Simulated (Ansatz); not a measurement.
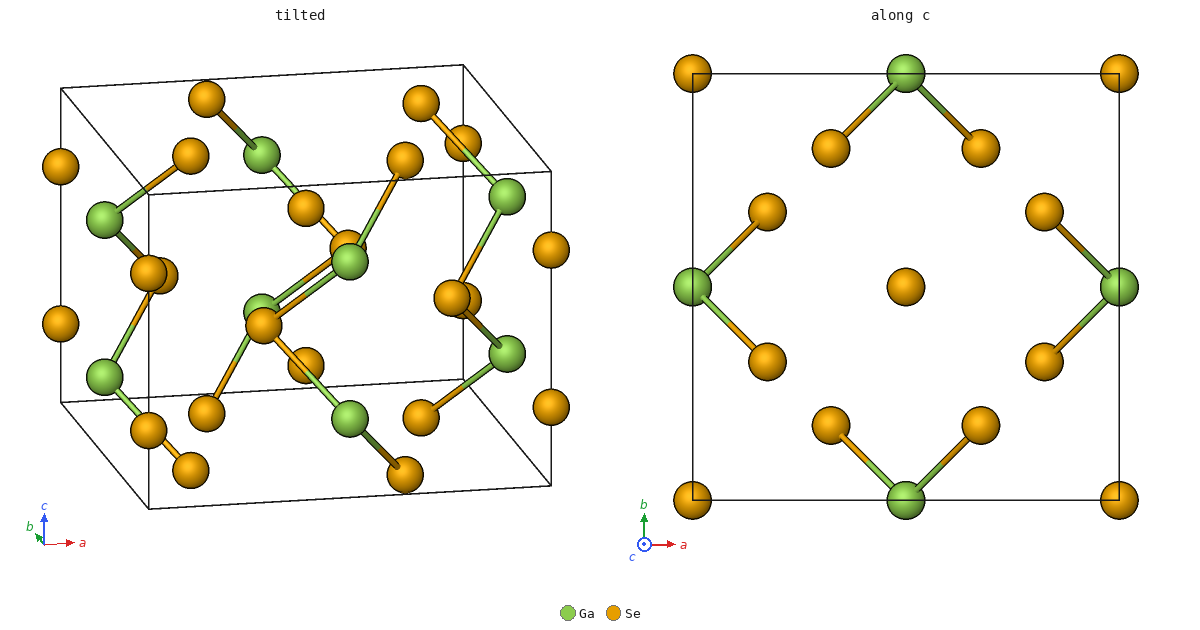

The crystal in a ball-and-stick representation, seen slightly off an axis and along the c axis. One conventional unit cell is framed, with atoms on its boundary repeated. Cell: a = 7.74 Å, b = 7.74 Å, c = 6.13 Å, α = 90.00°, β = 90.00°, γ = 90.00°.

Its origin is a structure type filled with these elements by a generator (whether the compound takes this form wasn't checked). Earlier steps of the study, as a rule a relaxation of our own, may have changed the cell and positions, so they can lie some per cent off the listed ones. It was the input of a calculation with Ansatz.

Q: What can be read from this drawing?

A: It has the composition GaSe$_{3}$. The lattice is body-centred tetragonal and the space group I4/mcm (No. 140). The cell comprises 4 formula units: 4 Ga, 12 Se. Each Ga is bonded to four Se in a distorted tetrahedral arrangement at about 2.5 Å. Se takes two kinds of site: 4a with no bonds drawn; 8h with two Ga in a bent arrangement at about 2.5 Å. The bonds build GaSe2 chains along [001]; some Se atoms get no bond from the drawing's distance rule.

Calculation details: Ansatz, DFT PBE, scalar-relativistic, plane waves, PAW; an energy cutoff of 420 eV, k-points about 0.16 Å⁻¹ apart, Gaussian smearing of 0.1 eV, no spin polarisation.

Q: Metal or not?

A: A metal: bands cross the Fermi level.

Q: List the Bader charges.

A: Ga +0.92 e; Se -0.44 to -0.04 e.

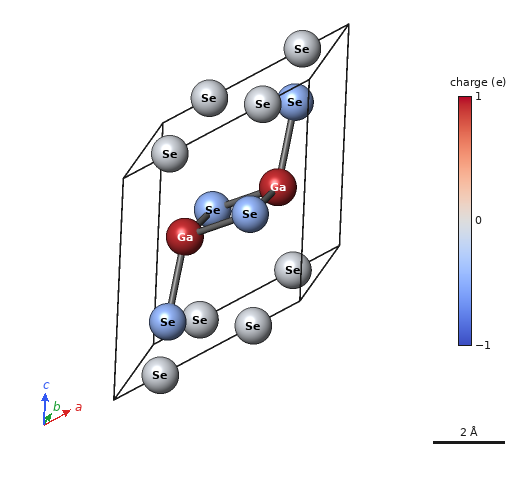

The atoms coloured by those charges. The run's cell of 8 atoms is drawn in a reduced setting, so axes and origin can differ from the first picture.

Q: Are forces and stress small enough to call this relaxed?

A: Yes. All forces vanish to within 0.01 eV/Å. The pressure is 0.0 GPa, close to zero.
